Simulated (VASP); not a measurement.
# ZnSe(110): relaxation, ionisation energy and affinity

Aim: ionisation energy and electron affinity of ZnSe(110), from a slab and a bulk run lined up through core potentials.

Program: VASP 6.6.1. Level of theory: PBE; plane waves and PAW (Zn, Se). Results are calculated unless marked as measured.

## 1. The starting structure

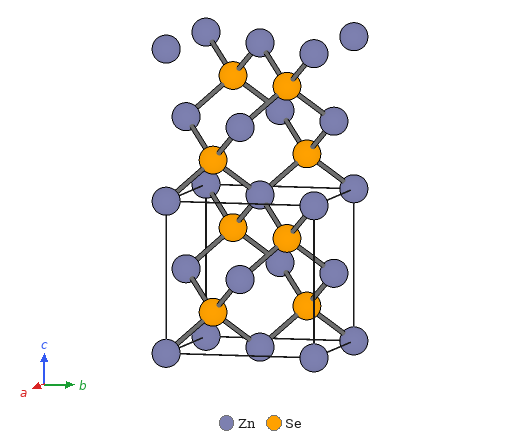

Start, viewed slightly off an axis; zinc blue, selenium orange. 1×1×2 cells are drawn. This picture shows the conventional cell, with its axes. Bonds to atoms that aren't drawn are left out. Some periodic images of atoms are drawn too.

## 2. Relaxing the bulk crystal

First cell and atoms are relaxed at a raised cutoff, so that later runs start from this functional's own cell.

The input, INCAR:

```
SYSTEM = ZnSe
PREC = Accurate
ENCUT = 360
EDIFF = 1E-06
NELM = 120
ISMEAR = 0
SIGMA = 0.03
LREAL = .FALSE.
ALGO = Normal
GGA = PE
NBANDS = 15
LORBIT = 11
LWAVE = .FALSE.
LCHARG = .FALSE.
KPAR = 4
IBRION = 2
NSW = 40
ISIF = 3
EDIFFG = -0.02
POTIM = 0.4
```

The input, POSCAR:

```
ZnSe
1.0
    0.0000000000      2.8350000000      2.8350000000
    2.8350000000      0.0000000000      2.8350000000
    2.8350000000      2.8350000000      0.0000000000
Zn Se
1 1
Direct
    0.0000000000      0.0000000000      0.0000000000
    0.2500000000      0.2500000000      0.2500000000
```

The input, KPOINTS:

```
Automatic mesh
0
Gamma
6 6 6
0 0 0
```

PAW data sets: Zn and Se (PBE family, release 64).

On the command line:

```sh
$ mpirun -np 4 vasp_std
```

Log:

```text
[banner, memory and clock lines left out]
running    4 mpi-ranks, on    1 nodes
 distrk:  each k-point on    1 cores,    4 groups
 distr:  one band on    1 cores,    1 groups

 POSCAR found type information on POSCAR ZnSe
 POSCAR found :  2 types and       2 ions
 LDA part: xc-table for (Slater+PW92), standard interpolation
 POSCAR, INCAR and KPOINTS ok, starting setup
 FFT: planning ... GRIDC
 FFT: planning ... GRID_SOFT
 FFT: planning ... GRID
 WAVECAR not read
 entering main loop
       N       E                     dE             d eps       ncg     rms          rms(c)
DAV:   1     0.739407092789E+02    0.73941E+02   -0.71597E+03   480   0.107E+03
DAV:   2    -0.207950838784E+01   -0.76020E+02   -0.72682E+02   536   0.218E+02
DAV:   3    -0.627269923287E+01   -0.41932E+01   -0.41816E+01   550   0.546E+01
DAV:   4    -0.630335315887E+01   -0.30654E-01   -0.30651E-01   599   0.506E+00
DAV:   5    -0.630350674525E+01   -0.15359E-03   -0.15358E-03   585   0.323E-01    0.477E+00
DAV:   6    -0.603155428299E+01    0.27195E+00   -0.55595E-01   681   0.249E+01    0.364E+00
DAV:   7    -0.601219431468E+01    0.19360E-01   -0.16311E-01   543   0.367E+00    0.153E+00
DAV:   8    -0.601213169257E+01    0.62622E-04   -0.45607E-03   614   0.675E-01    0.456E-01
DAV:   9    -0.601237669336E+01   -0.24500E-03   -0.11387E-03   536   0.259E-01    0.673E-02
DAV:  10    -0.601247783311E+01   -0.10114E-03   -0.16478E-04   565   0.980E-02    0.199E-02
DAV:  11    -0.601248035864E+01   -0.25255E-05   -0.32540E-05   543   0.418E-02    0.552E-03
DAV:  12    -0.601248156007E+01   -0.12014E-05   -0.32435E-06   599   0.108E-02    0.324E-03
DAV:  13    -0.601248160388E+01   -0.43813E-07   -0.46046E-07   380   0.559E-03
   1 F= -.60124816E+01 E0= -.60124816E+01  d E =-.601248E+01
 curvature:   0.00 expect dE= 0.000E+00 dE for cont linesearch  0.000E+00
 trial: gam= 0.00000 g(F)=  0.450E-45 g(S)=  0.198E-01 ort = 0.000E+00 (trialstep = 0.100E+01)
 search vector abs. value=  0.198E-01
 bond charge predicted
       N       E                     dE             d eps       ncg     rms          rms(c)
DAV:   1    -0.623025427786E+01   -0.21777E+00   -0.25330E+00   578   0.319E+01    0.321E+00
DAV:   2    -0.605068086688E+01    0.17957E+00   -0.51085E-01   585   0.162E+01    0.121E+00
DAV:   3    -0.602777970224E+01    0.22901E-01   -0.20602E-02   501   0.115E+00    0.584E-01
DAV:   4    -0.602268946699E+01    0.50902E-02   -0.30258E-03   529   0.447E-01    0.211E-01
DAV:   5    -0.602208460864E+01    0.60486E-03   -0.48977E-04   761   0.408E-01    0.208E-02
DAV:   6    -0.602209956906E+01   -0.14960E-04   -0.20675E-04   501   0.193E-01    0.207E-02
DAV:   7    -0.602210504115E+01   -0.54721E-05   -0.27551E-05   571   0.117E-01    0.123E-02
DAV:   8    -0.602210315490E+01    0.18863E-05   -0.82271E-06   536   0.629E-02    0.115E-03
DAV:   9    -0.602210319064E+01   -0.35735E-07   -0.35118E-07   268   0.511E-03
   2 F= -.60221032E+01 E0= -.60221032E+01  d E =-.962159E-02
 trial-energy change:   -0.009622  1 .order   -0.009931   -0.019794   -0.000068
 step:   1.0038(harm=  1.0035)  dis= 0.00000  next Energy=    -6.022103 (dE=-0.962E-02)
 reached required accuracy - stopping structural energy minimisation
```

Wall time 4.6 s (4 MPI ranks of Intel Xeon 6975P-C (Granite Rapids), shared host); peak memory 0.56 GiB; 12 s of CPU time.

The logs omit lines about the potential files and the build; timing stands in the text.

OUTCAR, selected parts (step 2):

```text
ion  position               nearest neighbor table
   1  0.000  0.000  0.000-   2 2.46   2 2.46   2 2.46   2 2.46
   2  0.250  0.250  0.250-   1 2.46   1 2.46   1 2.46   1 2.46

  LATTYP: Found a face centered cubic cell.
 ALAT       =     5.6700000000

 Subroutine GETGRP returns: Found 24 space group operations
 (whereof 24 operations were pure point group operations)

The static configuration has the point symmetry T_d .

 Found     16 irreducible k-points:

   k-points           NKPTS =     16   k-points in BZ     NKDIM =     16   number of bands    NBANDS=     15

   dimension x,y,z NGX =    28 NGY =   28 NGZ =   28
   dimension x,y,z NGXF=    56 NGYF=   56 NGZF=   56

   ENCUT  =  360.0 eV  26.46 Ry    5.14 a.u.   6.20  6.20  6.20*2*pi/ulx,y,z

   NELECT =      18.0000    total number of electrons

 k-points in reciprocal lattice and weights: Automatic mesh
   0.00000000  0.00000000  0.00000000       0.005
   0.16666667  0.00000000  0.00000000       0.037
   0.33333333  0.00000000  0.00000000       0.037
   0.50000000  0.00000000  0.00000000       0.019
   0.16666667  0.16666667  0.00000000       0.028
   0.33333333  0.16666667  0.00000000       0.111
   0.50000000  0.16666667  0.00000000       0.111
  -0.33333333  0.16666667  0.00000000       0.111
  -0.16666667  0.16666667  0.00000000       0.056
[...]
-0.33333333  0.33333333  0.16666667       0.111
  -0.33333333  0.50000000  0.16666667       0.056

 average (electrostatic) potential at core
       1 -37.2953       2 -56.1869

 E-fermi :   1.5298

 k-point     1 :       0.0000    0.0000    0.0000
  band No.  band energies     occupation
    ...
      5      -4.7521      2.00000
      6      -4.7521      2.00000
      7       1.3257      2.00000
      8       1.3257      2.00000
      9       1.3257      2.00000
     10       2.4712      0.00000
     11       7.1285      0.00000
     12       7.1285      0.00000
     13       7.1285      0.00000
     14      11.1132      0.00000
    ...

 k-point     2 :       0.1667    0.0000    0.0000
  band No.  band energies     occupation
    ...
      5      -4.7535      2.00000
      6      -4.7535      2.00000
      7      -0.5402      2.00000
      8       1.0884      2.00000
      9       1.0884      2.00000
     10       3.7512      0.00000
     11       7.1555      0.00000
     12       7.5135      0.00000
     13       7.5135      0.00000
     14      11.7458      0.00000
    ...

 k-point     3 :       0.3333    0.0000    0.0000
  band No.  band energies     occupation
    ...
      5      -4.7458      2.00000
      6      -4.7458      2.00000
      7      -2.6016      2.00000
      8       0.6844      2.00000
      9       0.6844      2.00000
     10       3.9269      0.00000
     11       7.7875      0.00000
     12       7.7875      0.00000
     13       8.7597      0.00000
     14      11.6823      0.00000
    ...

  Total        0.0020167      0.0020167      0.0020167     -0.0000000      0.0000000     -0.0000000
  in kB        0.0685572      0.0685572      0.0685572     -0.0000000      0.0000000     -0.0000000
  external PRESSURE =       0.0685572 kB  Pullay stress =       0.0000000 kB

  energy-cutoff  :      360.00
  volume of cell :       47.13
      direct lattice vectors                 reciprocal lattice vectors
     0.000000000  2.866989329  2.866989329    -0.174398975  0.174398975  0.174398975
     2.866989329 -0.000000000  2.866989329     0.174398975 -0.174398975  0.174398975
     2.866989329  2.866989329 -0.000000000     0.174398975  0.174398975 -0.174398975

 POSITION                                       TOTAL-FORCE (eV/Angst)
 -----------------------------------------------------------------------------------
      0.00000      0.00000      0.00000        -0.000000      0.000000     -0.000000
      1.43349      1.43349      1.43349         0.000000     -0.000000      0.000000
 -----------------------------------------------------------------------------------
    total drift:                               -0.000001     -0.000001     -0.000001

  FREE ENERGIE OF THE ION-ELECTRON SYSTEM (eV)
  ---------------------------------------------------
  free  energy   TOTEN  =        -6.0221031906 eV

  energy  without entropy=       -6.0221031906  energy(sigma->0) =       -6.02210319

 reached required accuracy - stopping structural energy minimisation

 total charge
# of ion       s       p       d       tot
------------------------------------------
    1        0.526   0.421   9.779  10.725
    2        1.437   2.410   0.027   3.874
--------------------------------------------------
tot          1.963   2.831   9.806  14.600

[... 3 further parts left out ...]
```

The run keeps the 24 symmetry operations of its start, so it cannot find a distortion of lower symmetry.

The steps of the relaxation:

| step | energy less that of the first step (eV) | largest force (eV/Å) | pressure (GPa) | volume (Å³) |
| --- | --- | --- | --- | --- |
| 1 | 0.0000 | 0.0000 | 2.06 | 45.57 |
| 2 | -0.0096 | 0.0000 | 0.01 | 47.13 |

| conventional cell, symmetrised | before | after | change |
| --- | --- | --- | --- |
| a (Å) | 5.670 | 5.734 | +1.1 % |
| b (Å) | 5.670 | 5.734 | +1.1 % |
| c (Å) | 5.670 | 5.734 | +1.1 % |
| volume (Å³/atom) | 22.79 | 23.57 | +3.4 % |

The relaxed structure:

```xyz
2
Lattice="0.0000 2.8670 2.8670 2.8670 0.0000 2.8670 2.8670 2.8670 0.0000" Properties=species:S:1:pos:R:3 pbc="T T T"
Zn    0.0000    0.0000    0.0000
Se    1.4335    1.4335    1.4335
```

This step gave:

```
electronic cycles   : 22
electrons           : 18
free energy (TOTEN) : -6.022 eV
Fermi energy        : 1.530 eV
```

The run ended after 2 ionic steps, 0.010 eV below its first step, once forces and stress met EDIFFG = -0.02.

## 3. Band edges of the bulk

A static bulk run at the slab's cutoff gives the band edges and the core potentials that tie them to the slab.

The input, INCAR:

```
SYSTEM = ZnSe
PREC = Normal
ENCUT = 320
EDIFF = 1E-06
NELM = 120
ISMEAR = 0
SIGMA = 0.03
LREAL = .FALSE.
ALGO = Normal
GGA = PE
NBANDS = 15
LORBIT = 11
LWAVE = .FALSE.
LCHARG = .FALSE.
KPAR = 4
```

The input, POSCAR:

```
ZnSe
1.0
    0.0000000000      2.8669893291      2.8669893291
    2.8669893291      0.0000000000      2.8669893291
    2.8669893291      2.8669893291      0.0000000000
Zn Se
1 1
Direct
    0.0000000000      0.0000000000      0.0000000000
    0.2500000000      0.2500000000      0.2500000000
```

The input, KPOINTS:

```
Automatic mesh
0
Gamma
13 13 13
0 0 0
```

On the command line:

```sh
$ mpirun -np 4 vasp_std
```

Log:

```text
[... set-up lines as in an earlier step ...]
 entering main loop
       N       E                     dE             d eps       ncg     rms          rms(c)
DAV:   1     0.691766704892E+02    0.69177E+02   -0.67843E+03  2520   0.960E+02
DAV:   2    -0.261006510908E+01   -0.71787E+02   -0.68338E+02  2982   0.205E+02
DAV:   3    -0.629679818760E+01   -0.36867E+01   -0.36779E+01  2856   0.503E+01
DAV:   4    -0.632104807985E+01   -0.24250E-01   -0.24247E-01  3248   0.453E+00
DAV:   5    -0.632116433858E+01   -0.11626E-03   -0.11626E-03  2926   0.273E-01    0.451E+00
DAV:   6    -0.605025533670E+01    0.27091E+00   -0.54591E-01  3719   0.234E+01    0.344E+00
DAV:   7    -0.603160154060E+01    0.18654E-01   -0.15320E-01  2786   0.341E+00    0.146E+00
DAV:   8    -0.603152572504E+01    0.75816E-04   -0.43142E-03  3001   0.594E-01    0.435E-01
DAV:   9    -0.603177197510E+01   -0.24625E-03   -0.10767E-03  2968   0.242E-01    0.683E-02
DAV:  10    -0.603186510787E+01   -0.93133E-04   -0.12997E-04  2990   0.888E-02    0.180E-02
DAV:  11    -0.603187423559E+01   -0.91277E-05   -0.28120E-05  2919   0.372E-02    0.532E-03
DAV:  12    -0.603187531853E+01   -0.10829E-05   -0.17869E-06  3073   0.828E-03    0.300E-03
DAV:  13    -0.603187532158E+01   -0.30525E-08   -0.40891E-07  2170   0.533E-03
   1 F= -.60318753E+01 E0= -.60318753E+01  d E =-.150277E-16
```

Wall time 3.6 s (4 MPI ranks); peak memory 0.53 GiB.

Parts of OUTCAR (step 3):

```text
  LATTYP: Found a face centered cubic cell.
 ALAT       =     5.7339786582

The static configuration has the point symmetry T_d .

 Found     84 irreducible k-points:

   k-points           NKPTS =     84   k-points in BZ     NKDIM =     84   number of bands    NBANDS=     15

   dimension x,y,z NGX =    18 NGY =   18 NGZ =   18
   dimension x,y,z NGXF=    36 NGYF=   36 NGZF=   36

   ENCUT  =  320.0 eV  23.52 Ry    4.85 a.u.   5.91  5.91  5.91*2*pi/ulx,y,z

   NELECT =      18.0000    total number of electrons

 E-fermi :   1.4819

 k-point     1 :       0.0000    0.0000    0.0000
  band No.  band energies     occupation
    ...
      5      -4.7423      2.00000
      6      -4.7423      2.00000
      7       1.3229      2.00000
      8       1.3229      2.00000
      9       1.3230      2.00000
     10       2.4690      0.00000
     11       7.1273      0.00000
     12       7.1273      0.00000
     13       7.1277      0.00000
     14      11.1115      0.00000
    ...

 k-point     2 :       0.0769    0.0000    0.0000
  band No.  band energies     occupation
    ...
      5      -4.7429      2.00000
      6      -4.7428      2.00000
      7       0.6634      2.00000
      8       1.2658      2.00000
      9       1.2659      2.00000
     10       3.0244      0.00000
     11       7.0593      0.00000
     12       7.2272      0.00000
     13       7.2274      0.00000
     14      11.4973      0.00000
    ...

  Total        0.0372946      0.0372946      0.0372946      0.0000000      0.0000000      0.0000000
  in kB        1.2677929      1.2677929      1.2677929      0.0000000      0.0000000      0.0000000
  external PRESSURE =       1.2677929 kB  Pullay stress =       0.0000000 kB

  energy-cutoff  :      320.00
  volume of cell :       47.13
      direct lattice vectors                 reciprocal lattice vectors
     0.000000000  2.866989329  2.866989329    -0.174398975  0.174398975  0.174398975
     2.866989329  0.000000000  2.866989329     0.174398975 -0.174398975  0.174398975
     2.866989329  2.866989329  0.000000000     0.174398975  0.174398975 -0.174398975

 POSITION                                       TOTAL-FORCE (eV/Angst)
 -----------------------------------------------------------------------------------
      0.00000      0.00000      0.00000         0.000000      0.000000      0.000000
      1.43349      1.43349      1.43349        -0.000000     -0.000000     -0.000000
 -----------------------------------------------------------------------------------
    total drift:                               -0.000027     -0.000027     -0.000027

  FREE ENERGIE OF THE ION-ELECTRON SYSTEM (eV)
  ---------------------------------------------------
  free  energy   TOTEN  =        -6.0318753216 eV

  energy  without entropy=       -6.0318753216  energy(sigma->0) =       -6.03187532

 total charge
# of ion       s       p       d       tot
------------------------------------------
    1        0.527   0.421   9.775  10.723
    2        1.438   2.407   0.027   3.872
--------------------------------------------------
tot          1.966   2.827   9.803  14.596

[... 1 part as in an earlier step ...]

[... 7 further parts left out ...]
```

The gap is read on the k-mesh alone, so it is an upper bound where the band edges lie off the mesh.

This step gave:

```yaml
electronic_cycles: 13
free_energy_toten: -6.032 eV
fermi_energy: 1.482 eV
metallic: no
gap_on_the_k_mesh: 1.146 eV
least_direct_gap_on_the_k_mesh: 1.146 eV
```

(Part 1 of 3 ends here.)

[Lines on the potential files, build, host, timing and source positions are cut from VASP's logs without a mark.]

[Logs are printed without paths, hosts, clocks, repeated set-up lines and the standing remarks that a program may print on its own settings, such as how far it seeks lower states.]

[Hosts, paths, dates, database ids (printed as entryN), source tags and the programs' standing remarks are cut or masked in the printed files.]

[Runs that stopped without an error message from VASP are left out.]
